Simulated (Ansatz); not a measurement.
Zr: geometry relaxation (part 2 of 2)

Zr (P6₃/mmc, 2 atoms in the cell); DFT PBE+D3(BJ), scalar-relativistic, plane waves, PAW, no spin polarisation (Ansatz 0.2.0); cutoff 420 eV, 18×18×8 k-mesh, Gaussian smearing of 0.1 eV. The structure derives from an entry of the Crystallography Open Database.

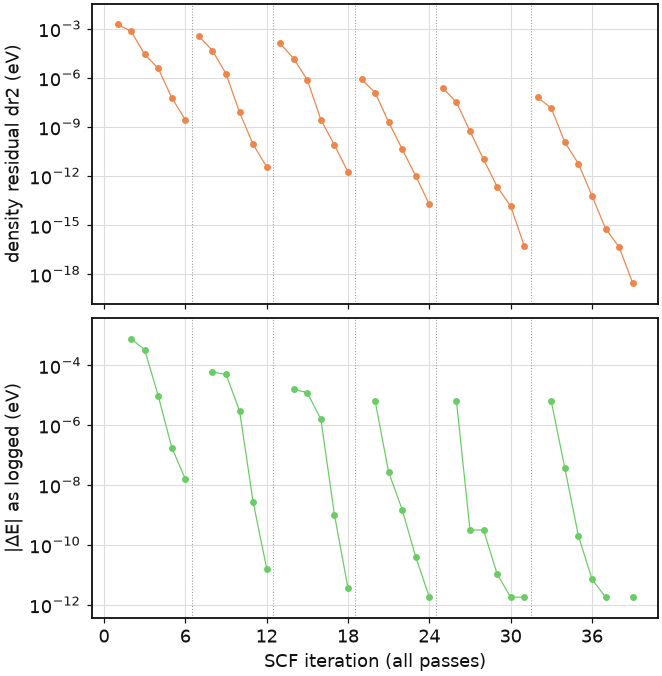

Convergence of the self-consistent field: density residual dr2 and size of the energy change against the SCF iteration. The dotted lines part the SCF passes of the relaxation: geometry steps, rejected trials and re-solves on a re-selected basis. The 6 passes take 6 to 8 iterations each, 39 in all.

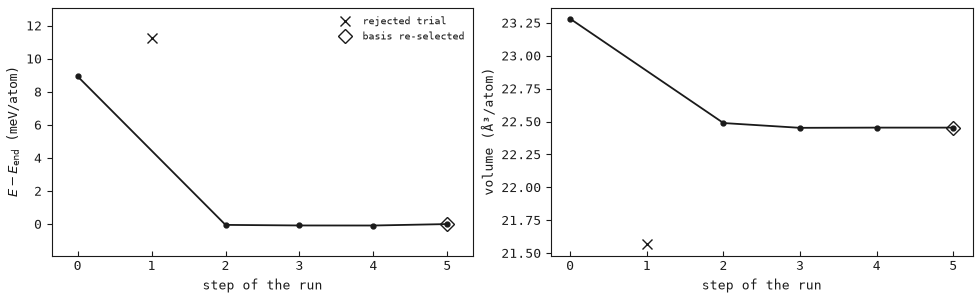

Progress of the relaxation, step by step (the first geometry is step 0 here and step 1 in the log).

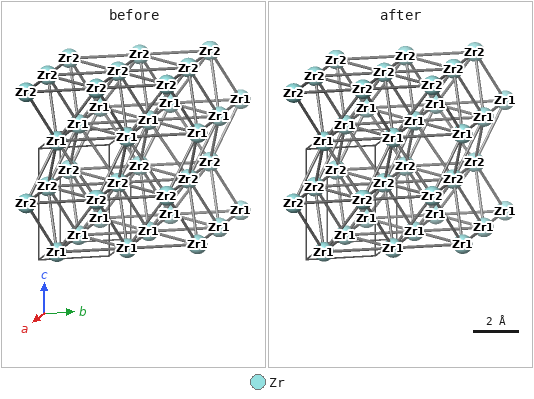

Before (left) and after (right) the relaxation, at one scale (ball-and-stick view of the cell of the calculation, repeated 3 × 3 × 2, seen slightly off an axis). The atoms keep their places relative to the cell (all moves are under 0.005 Å). The volume changes by −3.6 %, with a = b 3.232 → 3.186 Å (−1.4 %), c 5.147 → 5.110 Å (−0.7 %). Among the contacts that change: Zr1–Zr1 3.232 → 3.186 Å, Zr1–Zr2 3.179 → 3.148 Å. The space group stays P6_3/mmc (No. 194). After 4 geometry steps the energy has fallen by 9.0 meV per atom. All forces vanish by symmetry, so only the cell relaxes. Pressure: −3.32 GPa at the start and 0.00 GPa at the end. The line search rejected the trial step at point 1 (counted from 0) and went back. A last SCF at the same geometry on a re-selected plane-wave basis shifts the energy by +0.1 meV per atom. (Atoms are counted from 1 in the order of the input.)

```
basis re-selected at this cell: Δ(F+E_penalty+E_count) = +1.738e-4 eV, ΔP = -0.003 GPa vs the last step (what re-selecting the basis moved, of the pressure what is left beyond the Pulay correction that the steps carried, after the strain that the cell walked since its last selection, with what the two solves' SCF thresholds leave and, on support functions, any second-order correction that the steps lacked; it is no measure of the basis error at this ecutwfc). This SCF's stress stands 3.16e-3 GPa from its target on what of the cell is left free (relax.cell.stress_tol is 5.00e-2 GPa) and its largest allowed force component is 4.63e-18 eV/Å (relax.f_tol is 5.00e-3 eV/Å): within both
SCF converged after 8 iterations
Free energy (F): -8368.750798 eV
Harris-Foulkes:  -8368.750798 eV  (|F-HF|=0.00e0)
Internal energy: -8368.740103 eV  (E = F + TS)
E sigma→0 (E₀):  -8368.745450 eV
Entropy (-TS):   -0.010695 eV (-5.348 meV/atom)
Fermi energy:    14.606275 eV
--- Per-component energies (eV) ---
  E_band       = -178.470710
  E_kinetic    = 667.416743
  E_local      = -1219.687976  (includes V_loc(G=0)·N_el)
  E_nonlocal   = 161.343987
  E_hartree    = 378.091992
  E_xc         = -323.707229
  E_vxc        = -382.392986  (∫ρ·V_xc dr)
  E_paw        = -5908.413747  (= ΣΔE_a)
  E_vpaw       = -161.334512  (= ΣTr[D̂ρ^β])
  E_aug_tail   = 0.000050  (compensation charges beyond the density's cutoff)
  E_ewald      = -2122.686265
  E_disp       = -1.097658  (pairwise vdW)
  E_smearing   = -0.010695  (= −TS)
  E_closure    = 0.000000  (closes the sum)
  Σ components = -8368.750798   (vs F -8368.750798, Δ=0.00e0)
--- Forces (eV/Å), atoms counted from 1 ---
  atom   1  Zr     0.00000000     0.00000000     0.00000000
  atom   2  Zr    -0.00000000     0.00000000     0.00000000
  max |Σ_I F_I| component: 9.25e-18 eV/Å
--- Stress (GPa, compression-positive) ---
       -0.002896       0.000000      -0.000000
        0.000000      -0.002896      -0.000000
       -0.000000      -0.000000       0.003160
  P = ⅓ Tr σ = -0.0009 GPa (-0.009 kbar)
--- Band table (eV; the first three rows and the last of 185) ---
  k-point 0: bands = ["-34.1502", "-33.9750", "-12.7399", "-11.7668", "-11.7668", "-11.6251", "-11.6148", "-11.6148", "8.8940", "11.4721", "15.4806", "15.4806", "15.5654", "15.8598", "16.1922", "16.1922"]
  k-point 1: bands = ["-34.1437", "-33.9818", "-12.7004", "-11.7611", "-11.7611", "-11.6709", "-11.6207", "-11.6207", "9.0291", "11.4691", "15.4135", "15.4135", "15.4614", "15.6070", "16.0924", "16.0924"]
  k-point 2: bands = ["-34.1250", "-34.0011", "-12.5866", "-11.7995", "-11.7447", "-11.7447", "-11.6373", "-11.6373", "9.4147", "11.4077", "15.0683", "15.1875", "15.3156", "15.3156", "15.8559", "15.8559"]
  k-point 184: bands = ["-33.9490", "-33.9490", "-12.4857", "-12.4857", "-12.2366", "-12.2366", "-11.8034", "-11.8034", "13.0994", "13.0994", "13.2873", "13.2873", "14.6077", "14.6077", "16.6814", "16.6814"]
--- Relaxed structure (5 steps of the walk, 4 accepted, 1 SCFs on fresh bases) ---
  F+E_penalty+E_count = -8368.75079790 eV   max|allowed force component| = 4.626e-18 eV/Å   (the final SCF, on the basis selected at the relaxed cell)
  cell:  # Å, volume = 44.9071 Å³
    - [3.185504787971932, -2.845219622152821e-11, 1.1534833525147323e-34]
    - [-1.5927523939613255, 2.7587280702748815, 4.2220420988067737e-35]
    - [3.673875049924667e-34, 1.8369375249623336e-34, 5.110085693452964]
  atoms:
    - { symbol: Zr, position: [0.33333333333333326, 0.6666666666666666, 0.25] }
    - { symbol: Zr, position: [0.6666666666666666, 0.3333333333333333, 0.7500000000000001] }
```

Trajectory as extended XYZ (Å, eV, eV/Å), 6 frames, from step=1 to step=6:
```
2
Lattice="3.2320 0.0000 0.0000 -1.6160 2.7990 0.0000 0.0000 0.0000 5.1470" Properties=species:S:1:pos:R:3:forces:R:3 step=1 energy=-8368.73294 pressure_GPa=-3.32
Zr    0.0000    1.8660    1.2868    0.0000   0.0000   0.0000
Zr    1.6160    0.9330    3.8603    0.0000   0.0000   0.0000
2
Lattice="3.1452 0.0000 0.0000 -1.5726 2.7238 0.0000 0.0000 0.0000 5.0348" Properties=species:S:1:pos:R:3:forces:R:3 step=2 energy=-8368.72824 pressure_GPa=4.24 accepted=F
Zr    0.0000    1.8159    1.2587    0.0000   0.0000   0.0000
Zr    1.5726    0.9079    3.7761    0.0000   0.0000   0.0000
2
Lattice="3.1893 0.0000 0.0000 -1.5947 2.7620 0.0000 0.0000 0.0000 5.1057" Properties=species:S:1:pos:R:3:forces:R:3 step=3 energy=-8368.75090 pressure_GPa=-0.14
Zr    0.0000    1.8414    1.2764    0.0000   0.0000   0.0000
Zr    1.5947    0.9207    3.8293    0.0000   0.0000   0.0000
2
Lattice="3.1862 0.0000 0.0000 -1.5931 2.7593 0.0000 0.0000 0.0000 5.1074" Properties=species:S:1:pos:R:3:forces:R:3 step=4 energy=-8368.75097 pressure_GPa=0.01
Zr    0.0000    1.8396    1.2769    0.0000   0.0000   0.0000
Zr    1.5931    0.9198    3.8306    0.0000   0.0000   0.0000
2
Lattice="3.1855 0.0000 0.0000 -1.5928 2.7587 0.0000 0.0000 0.0000 5.1101" Properties=species:S:1:pos:R:3:forces:R:3 step=5 energy=-8368.75097 pressure_GPa=0.00
Zr    0.0000    1.8392    1.2775    0.0000   0.0000   0.0000
Zr    1.5928    0.9196    3.8326    0.0000   0.0000   0.0000
2
Lattice="3.1855 0.0000 0.0000 -1.5928 2.7587 0.0000 0.0000 0.0000 5.1101" Properties=species:S:1:pos:R:3:forces:R:3 step=6 energy=-8368.75080 pressure_GPa=-0.00
Zr    0.0000    1.8392    1.2775    0.0000   0.0000   0.0000
Zr    1.5928    0.9196    3.8326    0.0000   0.0000   0.0000
```

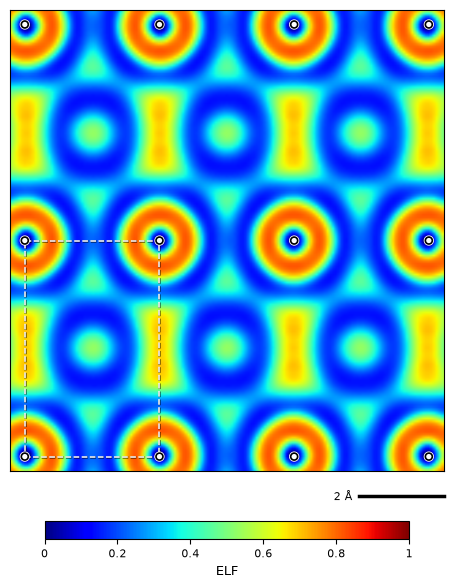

Electron localisation function on the (100) plane of the conventional cell. Circles mark the nuclei in the plane (Zr). The section cuts through Zr sites.  The strong features right at Zr lie inside the PAW spheres (semicore, d or f shells) and say nothing about bonding. In a PAW calculation such maps are meaningful between the atoms, not at the nuclei.

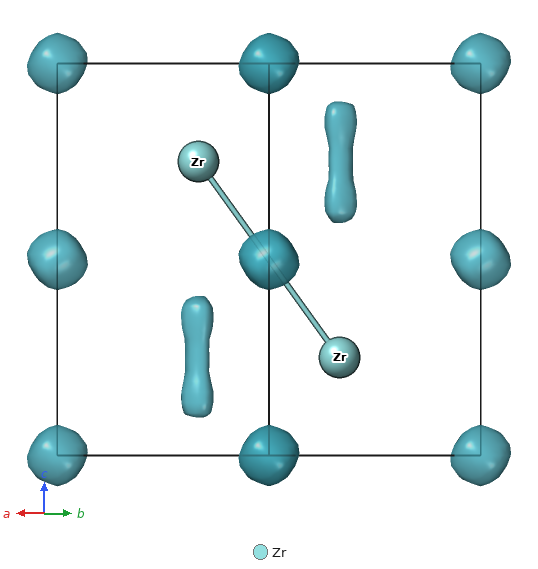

Isosurface of the ELF at 0.65 (cyan), seen along [110]. Only the valence region is drawn (cores and ρ < 0.01 e/Å³ removed). Sticks mark near contacts. The outline is the cell set on symmetry axes. Along the contacts the grid gives the following. Zr–Zr (3.15 Å): the ELF is about 0.20 at the midpoint; no shared electron pair.

The run was set up as follows.

Input file:
```yaml
crystal:
  lattice:
    - [3.2319982225, 0.0, 0.0]
    - [-1.6159991112, 2.7989925656, 0.0]
    - [0.0, 0.0, 5.147]
  atoms:
    - { symbol: Zr, position: [0.3333333333, 0.6666666667, 0.25] }
    - { symbol: Zr, position: [0.6666666667, 0.3333333333, 0.75] }
basis:
  ecutwfc: 420
kpoints:
  mp_grid: { grid: [18, 18, 8] }
hamiltonian:
  xc: pbe
  dispersion: d3bj
scf:
  occupations: { method: gaussian, width: 0.1 }
output:
  forces: true
  stress: true
  eigenvalues: true
  write_density: true
  write_potential: true
  elf: true
  volumetric_format: npy
relax:
  adjacent_minimum: "off"
  f_tol: 0.005
  max_steps: 80
  cell: { stress_tol: 0.05 }
```

Launch command:
```bash
ansatz run input.yaml --threads 4 --pin off --max-ram 10240MiB --backend cpu --events-out ev --progress --plain --runs-dir out
```

Key numbers:

```csv
quantity,value
outcome,converged
space group (tolerance 0.01 Å),P6₃/mmc (194)
electrons treated,24
free energy,−8368.7508 eV
Fermi energy,14.606 eV
gap on the k-point mesh,none (metallic)
pressure,0.00 GPa
final volume,44.91 Å³
largest force (length of the vector) at the end,under 0.001 eV/Å
final cell,"a = 3.186 Å, b = 3.186 Å, c = 5.110 Å, α = 90.00°, β = 90.00°, γ = 120.00°"
hardware,"4 threads of Arm Neoverse V1, 24 GiB of memory available, shared host"
wall time,13 s (CPU time 48 s)
peak memory,0.45 GiB
```
